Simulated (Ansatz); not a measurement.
Sn

Input file:

```
crystal:
  lattice:
    - [-2.9201491804, 2.9401404553, 1.5625502332]
    - [2.9601317302, -2.9401404553, 1.6360537446]
    - [2.9201491804, 2.9401404553, -1.5625502332]
  atoms:
    - { symbol: Sn, position: [0.75, 0.25, 0.5] }
    - { symbol: Sn, position: [0.0, 0.0, 0.0] }
basis:
  ecutwfc: 420
kpoints:
  mp_grid: { grid: [16, 16, 16] }
hamiltonian:
  xc: pbe
scf:
  occupations: { method: gaussian, width: 0.15 }
output:
  forces: true
  stress: true
  eigenvalues: true
  write_density: true
  write_potential: true
  elf: true
  volumetric_format: npy
```

Launched as:

```sh
ansatz run input.yaml --threads 1 --pin off --max-ram 2560MiB --backend cpu --events-out ev --progress --plain --runs-dir out
```

Below, planes, directions and counts refer to the conventional cell (a = 6.62 Å, b = 5.88 Å, c = 3.20 Å, α = 90.00°, β = 117.43°, γ = 90.00°).

Space group C2/m; a structure from a database of computed crystals, not necessarily the ambient phase; changed on purpose from its base cell (strain +0.0250 x Voigt [0, 0, 0, 0, 1, 0], atoms carried along).

Theory: Ansatz, DFT PBE, scalar-relativistic, plane waves, PAW.

What will maps of the valence pseudo-density and electron localisation function show?

Sn–Sn (3.20 Å): the density is about 0.19 e/Å³ at the midpoint; the ELF is about 0.40 at the midpoint.

Does the calculation give a band gap?

It is gapless in this calculation (a metal or semimetal).

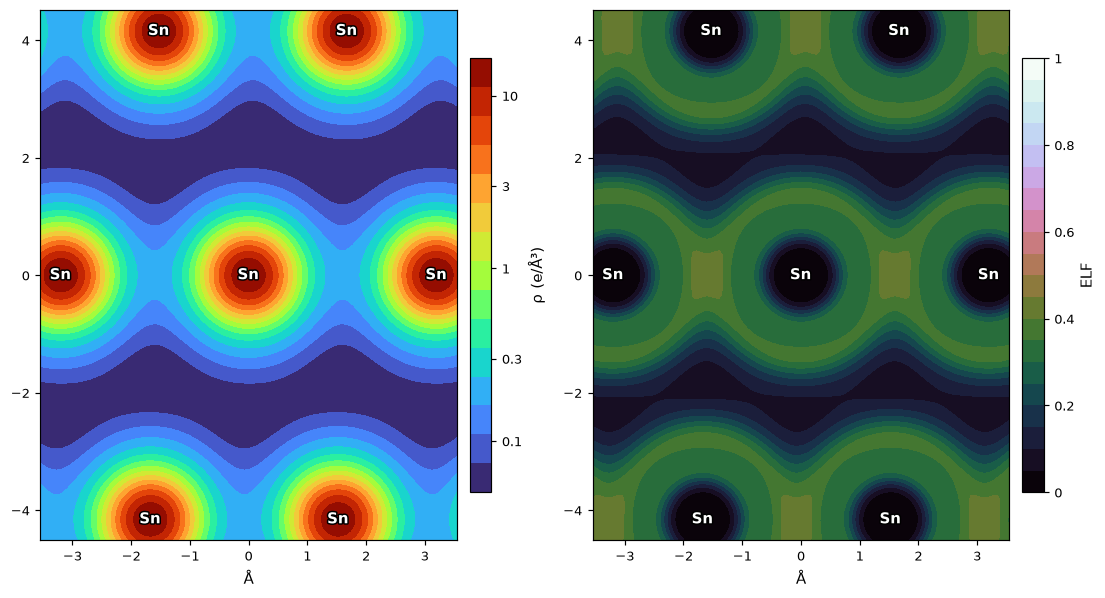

Computed valence pseudo-density and electron localisation function on the (110) plane of the conventional cell, in this order. 
